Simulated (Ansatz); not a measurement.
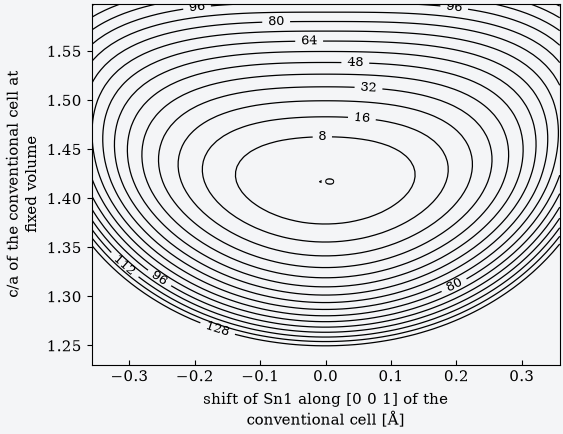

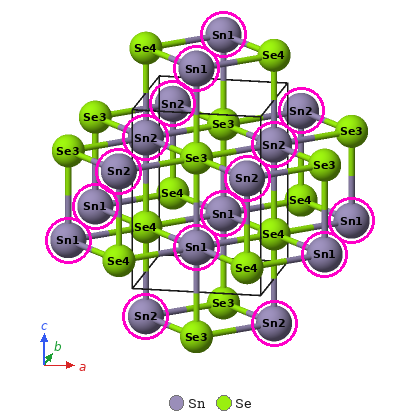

Energy landscape of SnSe (Fm-3m, No. 225; 4 atoms in the cell). The energy is mapped over a free internal coordinate and the cell. The first coordinate is: shift of Sn1 along [0 0 1] of the conventional cell, Cartesian (0 0 1), its symmetry partners moved as symmetry demands (measured in the relaxed cell); the second: c/a of the conventional cell at fixed volume. Nothing is relaxed (all other coordinates fixed). Grid: 5 × 5 points. Points are written as (first, second). Energies: meV/atom, counted from the lowest grid point. The band gap closes in part of the range. Theory: DFT PBE+D3(BJ), scalar-relativistic, plane waves, PAW (Ansatz 0.2.0). Settings: cutoff 420 eV, k-mesh 8×8×6 in the order of the run's cell vectors, gaussian smearing 0.03 eV, no spin polarisation.

The picture shows contour lines labelled in meV/atom (none above 128). Between grid points the surface is interpolated. The second picture is the structure at the lowest point

> Describe this landscape.

The lowest grid point is at (0.00 Å, 1.414). It is the only kind of minimum in the scanned range. The highest grid point, (0.36 Å, 1.230), lies 368 meV/atom above the lowest. Round the minimum the two coordinates are nearly uncoupled.

Time for the 25 points that were run: 6.1 min on 1 thread of Arm Neoverse V1, on a shared host.
